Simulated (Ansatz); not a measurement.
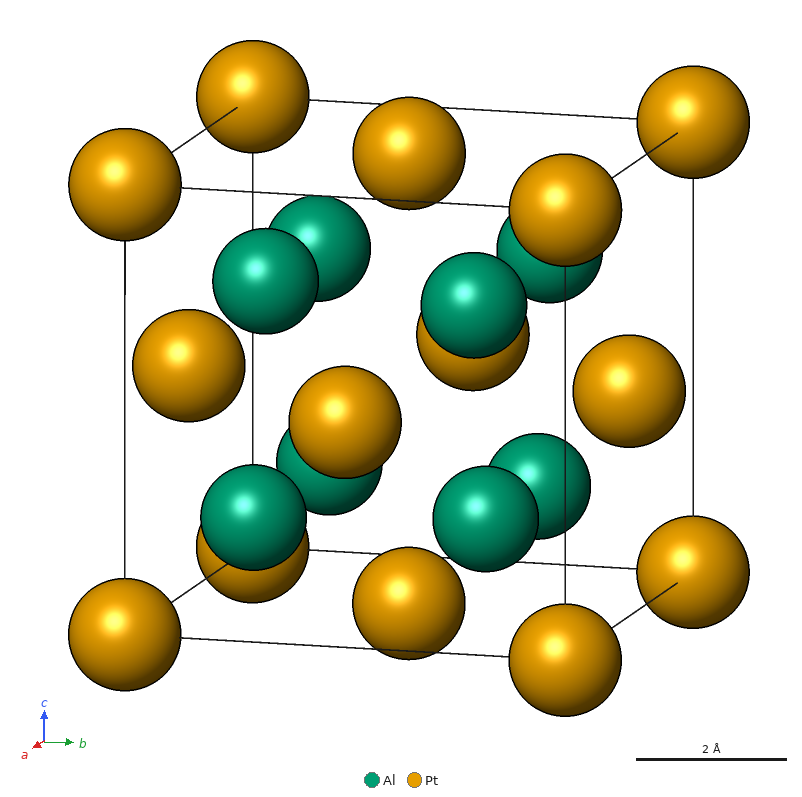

The image is a spheres-only drawing of a crystal, viewed slightly off an axis. The lines enclose the drawn cell (a repeat of the simulation cell); boundary atoms appear with their images.

The box has a = 6.13 Å, b = 6.12 Å, c = 6.12 Å, α = 89.98°, β = 90.11°, γ = 89.80°.

Which compound is drawn?

Al2Pt. The cell holds 8 Al, 4 Pt, counting shared atoms by their share.

Which symmetric structure lies closest to this one?

It is a distorted form of a face-centred cubic structure, space group Fm-3m (No. 225) within 0.60 Å: fluorite (CaF₂ type).

Note that this is a known structure type with the cell strained and the atoms shaken on purpose, and that it hasn't been relaxed. Ansatz was used for an electronic-structure calculation on it.

At this level of theory the run's own cell isn't at rest (forces up to 0.8 eV/Å), so its distances can differ from those at equilibrium, the more so the softer the solid.
